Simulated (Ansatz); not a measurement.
Geometry relaxation of TaN

TaN (P-6m2, 2 atoms in the cell), computed with DFT PBE, scalar-relativistic, plane waves, PAW, no spin polarisation (Ansatz 0.2.0).

The structure derives from an entry of the Crystallography Open Database.

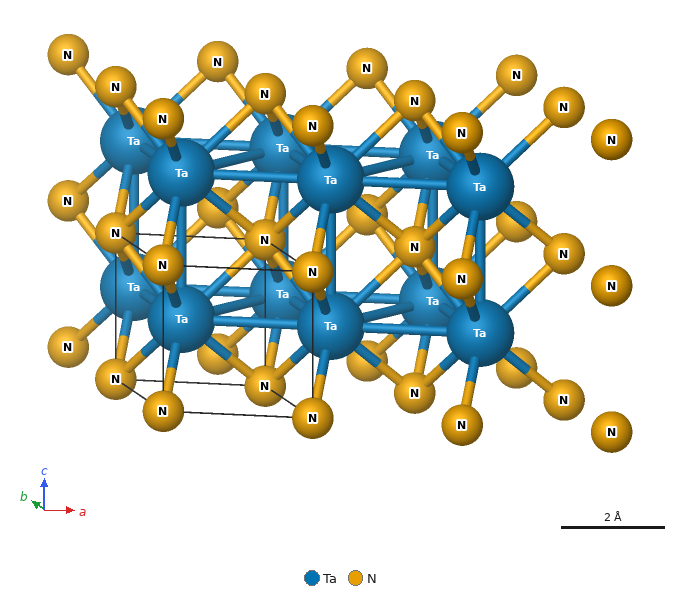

**Figure 1.** The starting structure (ball-and-stick view of the cell of the calculation, repeated 3 × 2 × 2, seen slightly off an axis). Near neighbours in the crystal (not all of them lie inside the picture): Ta has 6 N at 2.26 Å and 8 Ta at 2.93 to 2.98 Å; N has 6 Ta at 2.26 Å.

## Summary

| quantity | value |
| --- | --- |
| outcome | converged |
| space group (tolerance 0.01 Å) | P-6m2 (187) |
| electrons treated | 18 |
| free energy | −10318.5099 eV |
| Fermi energy | 19.303 eV |
| gap on the k-point mesh | none (metallic) |
| pressure | −9.33 GPa |
| final volume | 22.50 Å³ |
| largest force (length of the vector) at the end | under 0.001 eV/Å |
| final cell | a = 2.981 Å, b = 2.981 Å, c = 2.923 Å, α = 90.00°, β = 90.00°, γ = 120.00° |
| hardware | 1 thread of Arm Neoverse V1, 24 GiB of memory available, shared host |
| wall time | 42 s |
| peak memory | 0.4 GiB |

## Notes

Spin–orbit coupling is left out, which matters for Ta. The cell is under a tension of 9.3 GPa at this level, so it is not at its equilibrium volume.

## The input
```yaml
crystal:
  lattice:
    - [2.9793963204, 0.0, 0.0]
    - [-1.4896981602, 2.5802329014, 0.0]
    - [0.0, 0.0, 2.9264642575]
  atoms:
    - { symbol: Ta, position: [0.3333333333, 0.6666666667, 0.5] }
    - { symbol: "N", position: [0.0, 0.0, 0.0] }
basis:
  ecutwfc: 420
kpoints:
  mp_grid: { grid: [18, 18, 14] }
hamiltonian:
  xc: pbe
scf:
  occupations: { method: gaussian, width: 0.1 }
output:
  forces: true
  stress: true
  eigenvalues: true
relax:
  adjacent_minimum: "off"
  f_tol: 0.01
  max_steps: 30
  cell: { stress_tol: 0.1, fix: [volume] }
```

Launch command:
```bash
ansatz run input.yaml --threads 1 --pin off --max-ram 2560MiB --backend cpu --events-out ev --progress --plain --runs-dir out
```

## Output
```
Engine: ansatz 0.2.0, aarch64-unknown-linux-gnu
Pseudopotentials: kind: paw
Pseudopotential: Ta, paw, valence charge 13, recommended cutoff 420 eV (normal), Ta.paw.azcp
Pseudopotential: N, paw, valence charge 5, recommended cutoff 420 eV (normal), N.paw.azcp
Functional definition: PBE
  parameter kappa = 0.804
  parameter beta = 0.06672455060314922
  exchange = pbe_x(kappa = kappa, mu = beta*pi^2/3)
  correlation = pbe_c(beta = beta)
Crystal: 2 atoms, lattice volume = 22.497 Å³
Basis set: ecut = 420 eV, 405 PW (Γ), exchange–correlation on 40×40×40 points (8 copies of the dense FFT grid, shifted against one another)
Bands: 13, of which v1, the nominal top of the filled ones, is band 9 counted from 1 (8 counted from 0)
Symmetry: 12 space group operations
Space group: P-6m2 (ITA 187), of the structure as read, at distance tolerance 2.8e-5 Å
k-points: 296 of 4536 (time reversal used)
Non-local potential: Ta, projectors of the file, l = 0: 3, l = 1: 2, l = 2: 2, l = 3: 1
Non-local potential: N, projectors of the file, l = 0: 2, l = 1: 2, l = 2: 1
PAW form: soft (Blöchl's): semilocal exchange-correlation on the pseudo side does not see the compensation charge
PAW one-centre angular grid: Ta, 590 points (default); XC on 64 Gauss nodes
PAW one-centre angular grid: N, 110 points (default); XC on 64 Gauss nodes
Initial density: superposition of atomic densities (neutral atoms: chi_scale 0, normalization atom), corrected by the library's trained network
Initial wavefunctions: pseudopotential atomic-orbital guess
Functional: x = pbe(κ = 0.804, μ = 0.2195149727645171), c = pbe(β = 0.06672455060314922)
SCF iter   1: F=—  HF=-10318.507992 eV  |F-HF|=—  |Δ(HF+E_count)|=         —  Δρ=7.35e-3  dr2=4.75e-3  ethr=1.77e-3  ⟨swp⟩=5.7  Hψ=19279  notcnv=0
preconditioner: auto → none  [metal: Δε(μ)=0.063 eV  Ē_g=10.645 eV  σ=0.100 eV  W_gap=0.34  n_scr=8 (ndim 8)  ℏωp=24.8 eV  f_vac=0.000  D(μ)=0.05/eV (n_scr^D=0)  sad-step TF]
SCF iter   2: F=—  HF=-10318.509292 eV  |F-HF|=—  |Δ(HF+E_count)|=   1.30e-3  Δρ=4.48e-3  dr2=2.22e-3  ethr=2.64e-5  ⟨swp⟩=1.9  Hψ=7100  notcnv=0
SCF iter   3: F=—  HF=-10318.509809 eV  |F-HF|=—  |Δ(HF+E_count)|=   5.18e-4  Δρ=6.57e-4  dr2=4.09e-5  ethr=1.24e-5  ⟨swp⟩=2.4  Hψ=5588  notcnv=0
SCF iter   4: F=—  HF=-10318.509804 eV  |F-HF|=—  |Δ(HF+E_count)|=   5.19e-6  Δρ=1.13e-4  dr2=1.53e-6  ethr=2.27e-7  ⟨swp⟩=2.0  Hψ=6425  notcnv=0
iter 5 did not close the SCF: its close was put off for the readings that it lacked (scf_convergence_deferred on its scf_iter line)
SCF iter   5: F=-10318.509804 eV  HF=-10318.509804 eV  |F-HF|=5.52e-9  |Δ(HF+E_count)|=  1.82e-12  Δρ=1.87e-5  dr2=6.55e-8  ethr=8.50e-9  ⟨swp⟩=2.1  Hψ=5085  notcnv=0
SCF iter   6: F=-10318.509804 eV  HF=-10318.509804 eV  |F-HF|=3.31e-10  |Δ(HF+E_count)|=   1.49e-8  Δρ=4.83e-6  dr2=2.93e-9  ethr=3.64e-10  ⟨swp⟩=2.8  Hψ=13509  notcnv=0
SCF 1 converged in 6 iterations: F = -10318.509804 eV  dr2 = 2.93e-9
  greatest PAW one-centre occupation: 0.999 electrons in one spin orbital (limit 2), on the Ta atom at site 0 (counted from 0), in its partial waves of l = 0
relax step   1: F+E_penalty+E_count = -10318.50980413 eV  Δ(F+E_penalty+E_count) = +0.000e0 eV  max|allowed force component| = 7.401e-17 eV/Å  Δτ_max = 0.0000 Å  P = -9.366 GPa  Ω = 22.497 Å³  fix = [volume]  reactions: volume -9.366 GPa  (6 SCF iters, dr2 threshold 1.00e-7 eV, accepted)
Initial density: handed on by an earlier stage of this run
Initial wavefunctions: those handed on with the density
iter 1 solved again at ethr=4.68e-7 eV; its pass at ethr=3.10e-3 eV (dr2=8.43e-5 eV) is discarded
SCF iter   1: F=—  HF=-10318.509442 eV  |F-HF|=—  |Δ(HF+E_count)|=         —  Δρ=8.31e-4  dr2=1.47e-4  ethr=4.68e-7  ⟨swp⟩=2.5  Hψ=24312  notcnv=0
eigensolver tolerance schedule calibrated: the retry pair's looser diagonalisation under-reported the residual by θ = 0.43 (0.11/decade); ethr = c·dr2/N_el runs at the constant in force after the calibration composes with the one it found (an armed cap, an earlier calibration), c = 8.0e-2
preconditioner: auto → none  [metal: Δε(μ)=0.067 eV  Ē_g=10.666 eV  σ=0.100 eV  W_gap=0.37  n_scr=8 (ndim 8)  ℏωp=24.8 eV  f_vac=0.000  D(μ)=0.05/eV (n_scr^D=0)]
SCF iter   2: F=—  HF=-10318.509400 eV  |F-HF|=—  |Δ(HF+E_count)|=   4.27e-5  Δρ=2.73e-4  dr2=9.91e-6  ethr=4.68e-7  ⟨swp⟩=3.0  Hψ=6500  notcnv=0
iter 3 did not close the SCF: its close was put off for the readings that it lacked (scf_convergence_deferred on its scf_iter line)
SCF iter   3: F=-10318.509398 eV  HF=-10318.509398 eV  |F-HF|=1.51e-7  |Δ(HF+E_count)|=   1.64e-6  Δρ=5.83e-5  dr2=1.91e-7  ethr=4.40e-8  ⟨swp⟩=2.5  Hψ=5597  notcnv=0
iter 4 did not close the SCF: its close was put off for the readings that it lacked (scf_convergence_deferred on its scf_iter line)
SCF iter   4: F=-10318.509398 eV  HF=-10318.509398 eV  |F-HF|=1.21e-9  |Δ(HF+E_count)|=   1.73e-7  Δρ=4.10e-6  dr2=1.23e-9  ethr=8.48e-10  ⟨swp⟩=2.4  Hψ=5806  notcnv=0
iter 5 did not close the SCF: its close was put off for the readings that it lacked (scf_convergence_deferred on its scf_iter line)
SCF iter   5: F=-10318.509398 eV  HF=-10318.509398 eV  |F-HF|=7.28e-12  |Δ(HF+E_count)|=   1.48e-9  Δρ=3.46e-7  dr2=8.18e-12  ethr=5.44e-12  ⟨swp⟩=2.3  Hψ=6114  notcnv=0
SCF iter   6: F=-10318.509398 eV  HF=-10318.509398 eV  |F-HF|=5.46e-12  |Δ(HF+E_count)|=  3.64e-12  Δρ=3.00e-8  dr2=1.19e-13  ethr=1.00e-12  ⟨swp⟩=1.0  Hψ=8880  notcnv=0
SCF 2 converged in 6 iterations: F = -10318.509398 eV  dr2 = 1.19e-13
relax step   2: F+E_penalty+E_count = -10318.50939830 eV  Δ(F+E_penalty+E_count) = +4.058e-4 eV  max|allowed force component| = 9.252e-17 eV/Å  Δτ_max = 0.0000 Å  P = -9.225 GPa  Ω = 22.497 Å³  energy of the carried Pulay correction = -9.936e-6 eV  fix = [volume]  (6 SCF iters, dr2 threshold 2.00e-7 eV, rejected (line search))
iter 1 solved again at ethr=2.39e-7 eV; its pass at ethr=3.10e-3 eV (dr2=4.30e-5 eV) is discarded
SCF iter   1: F=—  HF=-10318.509907 eV  |F-HF|=—  |Δ(HF+E_count)|=         —  Δρ=5.85e-4  dr2=7.30e-5  ethr=2.39e-7  ⟨swp⟩=2.5  Hψ=24166  notcnv=0
preconditioner: auto → none  [metal: Δε(μ)=0.064 eV  Ē_g=10.661 eV  σ=0.100 eV  W_gap=0.35  n_scr=8 (ndim 8)  ℏωp=24.8 eV  f_vac=0.000  D(μ)=0.05/eV (n_scr^D=0)]
SCF iter   2: F=—  HF=-10318.509887 eV  |F-HF|=—  |Δ(HF+E_count)|=   1.94e-5  Δρ=1.93e-4  dr2=4.99e-6  ethr=2.39e-7  ⟨swp⟩=3.0  Hψ=6490  notcnv=0
SCF iter   3: F=—  HF=-10318.509886 eV  |F-HF|=—  |Δ(HF+E_count)|=   1.31e-6  Δρ=4.10e-5  dr2=9.49e-8  ethr=2.77e-8  ⟨swp⟩=2.5  Hψ=5528  notcnv=0
SCF iter   4: F=—  HF=-10318.509887 eV  |F-HF|=—  |Δ(HF+E_count)|=   9.56e-7  Δρ=2.90e-6  dr2=5.87e-10  ethr=5.27e-10  ⟨swp⟩=2.4  Hψ=5651  notcnv=0
iter 5 did not close the SCF: its close was put off for the readings that it lacked (scf_convergence_deferred on its scf_iter line)
SCF iter   5: F=-10318.509887 eV  HF=-10318.509887 eV  |F-HF|=1.82e-12  |Δ(HF+E_count)|=  7.42e-10  Δρ=2.58e-7  dr2=5.09e-12  ethr=3.26e-12  ⟨swp⟩=2.3  Hψ=6115  notcnv=0
SCF iter   6: F=-10318.509887 eV  HF=-10318.509887 eV  |F-HF|=7.28e-12  |Δ(HF+E_count)|=  3.64e-12  Δρ=2.89e-8  dr2=1.18e-13  ethr=1.00e-12  ⟨swp⟩=2.9  Hψ=12462  notcnv=0
SCF 3 converged in 6 iterations: F = -10318.509887 eV  dr2 = 1.18e-13
relax step   3: F+E_penalty+E_count = -10318.50988712 eV  Δ(F+E_penalty+E_count) = -8.299e-5 eV  max|allowed force component| = 1.110e-16 eV/Å  Δτ_max = 0.0000 Å  P = -9.326 GPa  Ω = 22.497 Å³  energy of the carried Pulay correction = -2.946e-6 eV  fix = [volume]  reactions: volume -9.326 GPa  (6 SCF iters, accepted)
Initial wavefunctions: pseudopotential atomic-orbital guess (no wavefunctions were taken with the density)
iter 1 solved again at ethr=1.06e-7 eV; its pass at ethr=3.10e-3 eV (dr2=1.91e-5 eV) is discarded
SCF iter   1: F=—  HF=-10318.509891 eV  |F-HF|=—  |Δ(HF+E_count)|=         —  Δρ=7.49e-6  dr2=1.49e-9  ethr=1.06e-7  ⟨swp⟩=3.1  Hψ=30406  notcnv=0
eigensolver tolerance schedule: the retry pair's looser diagonalisation over-reported the residual by 12821.78 of it (diagonalisation noise at 0.78 of the residual, at the tolerance the schedule requests for it); recorded, not acted on — ethr = c·dr2/N_el stays at c = 1.0e-1
preconditioner: auto → none  [metal: Δε(μ)=0.065 eV  Ē_g=10.661 eV  σ=0.100 eV  W_gap=0.35  n_scr=8 (ndim 8)  ℏωp=24.8 eV  f_vac=0.000  D(μ)=0.05/eV (n_scr^D=0)]
SCF iter   2: F=—  HF=-10318.509898 eV  |F-HF|=—  |Δ(HF+E_count)|=   6.82e-6  Δρ=3.99e-6  dr2=4.81e-10  ethr=8.26e-12  ⟨swp⟩=3.1  Hψ=7988  notcnv=0
iter 3 did not close the SCF: its close was put off for the readings that it lacked (scf_convergence_deferred on its scf_iter line)
SCF iter   3: F=-10318.509898 eV  HF=-10318.509898 eV  |F-HF|=2.60e-10  |Δ(HF+E_count)|=   1.38e-9  Δρ=1.54e-6  dr2=5.24e-11  ethr=2.67e-12  ⟨swp⟩=2.5  Hψ=5534  notcnv=0
iter 4 did not close the SCF: its close was put off for the readings that it lacked (scf_convergence_deferred on its scf_iter line)
SCF iter   4: F=-10318.509898 eV  HF=-10318.509898 eV  |F-HF|=2.91e-11  |Δ(HF+E_count)|=  2.49e-10  Δρ=5.07e-7  dr2=5.83e-12  ethr=1.00e-12  ⟨swp⟩=1.3  Hψ=4160  notcnv=0
iter 5 did not close the SCF: its close was put off for the readings that it lacked (scf_convergence_deferred on its scf_iter line)
SCF iter   5: F=-10318.509898 eV  HF=-10318.509898 eV  |F-HF|=1.82e-12  |Δ(HF+E_count)|=  3.09e-11  Δρ=9.99e-8  dr2=6.03e-13  ethr=1.00e-12  ⟨swp⟩=1.0  Hψ=3848  notcnv=0
iter 6 did not close the SCF: its close was put off for the readings that it lacked (scf_convergence_deferred on its scf_iter line)
SCF iter   6: F=-10318.509898 eV  HF=-10318.509898 eV  |F-HF|=0.00e0  |Δ(HF+E_count)|=    0.00e0  Δρ=3.21e-8  dr2=1.94e-13  ethr=1.00e-12  ⟨swp⟩=1.0  Hψ=3848  notcnv=0
SCF iter   7: F=-10318.509898 eV  HF=-10318.509898 eV  |F-HF|=1.09e-11  |Δ(HF+E_count)|=  3.64e-12  Δρ=5.99e-9  dr2=7.11e-15  ethr=1.00e-12  ⟨swp⟩=1.9  Hψ=9221  notcnv=0
SCF 4 converged in 7 iterations: F = -10318.509898 eV  dr2 = 7.11e-15
relax step   4: F+E_penalty+E_count = -10318.50989782 eV  Δ(F+E_penalty+E_count) = -1.071e-5 eV  max|allowed force component| = 1.850e-16 eV/Å  Δτ_max = 0.0000 Å  P = -9.325 GPa  Ω = 22.497 Å³  fix = [volume]  reactions: volume -9.325 GPa  stress off target by 8.79e-3 GPa on what of the cell is left free  SCF on the basis re-selected at this cell (its energy is not comparable with the rows above)  (7 SCF iters)
```

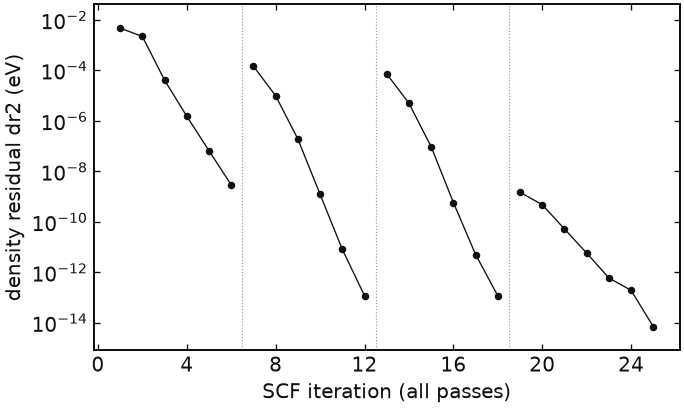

**Figure 2.** Convergence of the self-consistent field: density residual dr2 against the SCF iteration. The dotted lines part the SCF passes of the relaxation: geometry steps, rejected trials and re-solves on a re-selected basis. The passes take 6, 6, 6 and 7 iterations.

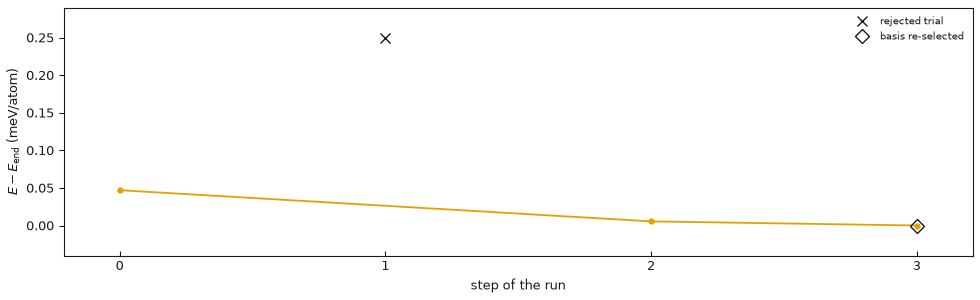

**Figure 3.** Progress of the relaxation, step by step (the first geometry is step 0 here and step 1 in the log). Over 2 geometry steps the energy falls by next to nothing (0.0 meV per atom). All forces vanish by symmetry, so only the cell relaxes. Pressure: −9.37 GPa at the start and −9.33 GPa at the end. The line search rejected the trial step at point 1 (counted from 0) and went back. No atom moves by more than 0.005 Å relative to the cell. The space group stays P-6m2 (No. 187). A last SCF at the same geometry on a re-selected plane-wave basis shifts the energy by next to nothing (0.0 meV per atom).

```
basis re-selected at this cell: Δ(F+E_penalty+E_count) = -1.071e-5 eV, ΔP = +0.001 GPa vs the last step (what re-selecting the basis moved, of the pressure what is left beyond the Pulay correction that the steps carried, after the strain that the cell walked since its last selection, with what the two solves' SCF thresholds leave and, on support functions, any second-order correction that the steps lacked; it is no measure of the basis error at this ecutwfc). This SCF's stress stands 8.79e-3 GPa from its target on what of the cell is left free (relax.cell.stress_tol is 1.00e-1 GPa) and its largest allowed force component is 1.85e-16 eV/Å (relax.f_tol is 1.00e-2 eV/Å): within both
SCF converged after 7 iterations
Free energy (F): -10318.509898 eV
Harris-Foulkes:  -10318.509898 eV  (|F-HF|=1.09e-11)
Internal energy: -10318.509634 eV  (E = F + TS)
E sigma→0 (E₀):  -10318.509766 eV
Entropy (-TS):   -0.000264 eV (-0.132 meV/atom)
Fermi energy:    19.302901 eV
--- Per-component energies (eV) ---
  E_band       = -68.094582
  E_kinetic    = 496.548786
  E_local      = -631.825373  (includes V_loc(G=0)·N_el)
  E_nonlocal   = 59.159736
  E_hartree    = 210.735609
  E_xc         = -279.165492
  E_vxc        = -281.327851  (∫ρ·V_xc dr)
  E_paw        = -8523.768155  (= ΣΔE_a)
  E_vpaw       = -132.121309  (= ΣTr[D̂ρ^β])
  E_aug_tail   = 0.000213  (compensation charges beyond the density's cutoff)
  E_ewald      = -1650.194957
  E_smearing   = -0.000264  (= −TS)
  E_closure    = -0.000000  (closes the sum)
  Σ components = -10318.509898   (vs F -10318.509898, Δ=0.00e0)
--- Forces (eV/Å), atoms counted from 1 ---
  atom   1  Ta     0.00000000     0.00000000     0.00000000
  atom   2  N      0.00000000     0.00000000     0.00000000
  max |Σ_I F_I| component: 8.14e-16 eV/Å
--- Stress (GPa, compression-positive) ---
       -9.320623       0.000000       0.000000
        0.000000      -9.320623       0.000000
        0.000000       0.000000      -9.333810
  P = ⅓ Tr σ = -9.3250 GPa (-93.250 kbar)
--- Band table (eV; the first three rows and the last of 296) ---
  k-point 0: bands = ["-49.2645", "-15.6112", "-15.3734", "-15.3734", "1.8602", "14.9117", "14.9117", "15.2918", "16.4251", "21.1764", "22.6891", "22.6891", "23.0774"]
  k-point 1: bands = ["-49.2624", "-15.6533", "-15.3700", "-15.3700", "1.9566", "14.8456", "14.9519", "14.9519", "16.7936", "21.3746", "22.0096", "22.0096", "23.5831"]
  k-point 2: bands = ["-49.2566", "-15.7696", "-15.3605", "-15.3605", "2.2331", "13.9742", "15.0655", "15.0655", "17.5166", "21.1522", "21.1522", "21.8921", "23.9171"]
  k-point 295: bands = ["-49.1545", "-16.1606", "-15.9006", "-15.8454", "3.8136", "11.4503", "12.9093", "15.4358", "18.9077", "23.3977", "24.0437", "25.6291", "26.4608"]
--- Relaxed structure (3 steps of the walk, 2 accepted, 1 SCFs on fresh bases) ---
  F+E_penalty+E_count = -10318.50989782 eV   max|allowed force component| = 1.850e-16 eV/Å   (the final SCF, on the basis selected at the relaxed cell)
  cell:  # Å, volume = 22.4973 Å³
    - [2.9811384249385617, 0.0, 0.0]
    - [-1.4905692124692809, 2.5817416081947235, 0.0]
    - [0.0, 0.0, 2.9230449482840966]
  atoms:
    - { symbol: Ta, position: [0.33333333333333326, 0.6666666666666665, 0.49999999999999994] }
    - { symbol: N, position: [0.0, -2.7755575615628914e-17, 0.0] }
```

## Trajectory as extended XYZ (Å, eV, eV/Å), 4 frames, from step=1 to step=4
```
2
Lattice="2.9794 0.0000 0.0000 -1.4897 2.5802 0.0000 0.0000 0.0000 2.9265" Properties=species:S:1:pos:R:3:forces:R:3 step=1 energy=-10318.50980 pressure_GPa=-9.37
Ta    0.0000    1.7202    1.4632    0.0000   0.0000   0.0000
N     0.0000    0.0000    0.0000    0.0000   0.0000   0.0000
2
Lattice="2.9853 0.0000 0.0000 -1.4926 2.5853 0.0000 0.0000 0.0000 2.9149" Properties=species:S:1:pos:R:3:forces:R:3 step=2 energy=-10318.50940 pressure_GPa=-9.23 accepted=F
Ta    0.0000    1.7236    1.4575    0.0000   0.0000   0.0000
N     0.0000    0.0000    0.0000    0.0000   0.0000   0.0000
2
Lattice="2.9811 0.0000 0.0000 -1.4906 2.5817 0.0000 0.0000 0.0000 2.9230" Properties=species:S:1:pos:R:3:forces:R:3 step=3 energy=-10318.50989 pressure_GPa=-9.33
Ta    0.0000    1.7212    1.4615    0.0000   0.0000   0.0000
N     0.0000    0.0000    0.0000    0.0000   0.0000   0.0000
2
Lattice="2.9811 0.0000 0.0000 -1.4906 2.5817 0.0000 0.0000 0.0000 2.9230" Properties=species:S:1:pos:R:3:forces:R:3 step=4 energy=-10318.50990 pressure_GPa=-9.33
Ta    0.0000    1.7212    1.4615    0.0000   0.0000   0.0000
N     0.0000    0.0000    0.0000    0.0000   0.0000   0.0000
```
